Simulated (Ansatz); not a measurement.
Start from this file.

```cif
data_structure
_symmetry_space_group_name_H-M 'C m c m'
_symmetry_Int_Tables_number 63
_cell_length_a 8.5188
_cell_length_b 16.2569
_cell_length_c 5.2514
_cell_angle_alpha 90.000
_cell_angle_beta 90.000
_cell_angle_gamma 90.000
_cell_volume 727.27
loop_
_atom_site_label
_atom_site_type_symbol
_atom_site_symmetry_multiplicity
_atom_site_Wyckoff_symbol
_atom_site_fract_x
_atom_site_fract_y
_atom_site_fract_z
_atom_site_occupancy
Si1 Si 8 g 0.70645 0.19617 0.75000 1
Si2 Si 4 c 0.00000 0.05698 0.75000 1
O1 O 8 d 0.75000 0.25000 0.00000 1
O2 O 8 g 0.82313 0.11315 0.75000 1
O3 O 4 c 0.50000 0.16927 0.75000 1
O4 O 4 a 0.00000 0.00000 0.50000 1
```

What does this file describe?

Answer. The material is SiO2. Its lattice is base-centred orthorhombic, its space group Cmcm (No. 63). Atoms per cell: 36 (12 Si, 24 O). Si bonds to four O in a distorted tetrahedral arrangement at 1.61 to 1.81 Å. O bonds to two Si at 1.61 to 1.81 Å. The bonds build a three-dimensional framework.

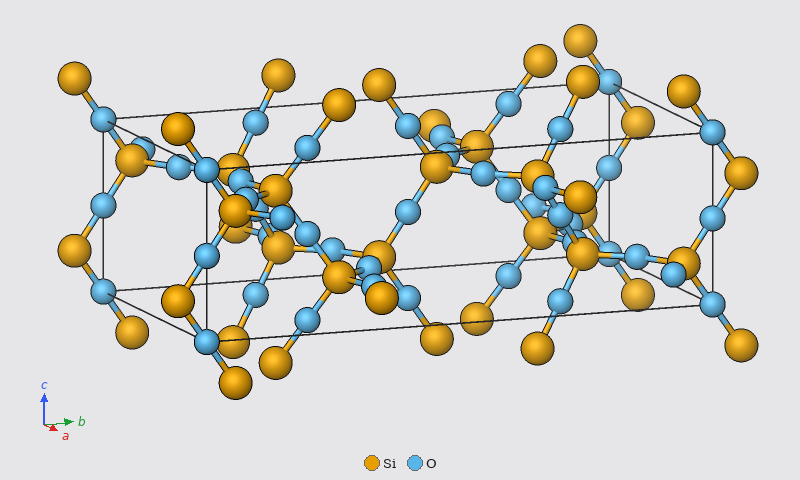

Shown here is a ball-and-stick view of the crystal, taken slightly off an axis. One conventional unit cell is framed, with atoms on its boundary repeated. Bonded atoms from the next cells complete the picture. Colours: silicon orange, oxygen blue.

The cell started as a structure listed in the Materials Project. The cell was then strained or its atoms displaced on purpose. A calculation with Ansatz used it as input.

At this level of theory the run's own cell isn't at rest (stretched, at -12 GPa and forces up to 2.9 eV/Å), so its distances can differ from those at equilibrium, the more so the softer the solid.
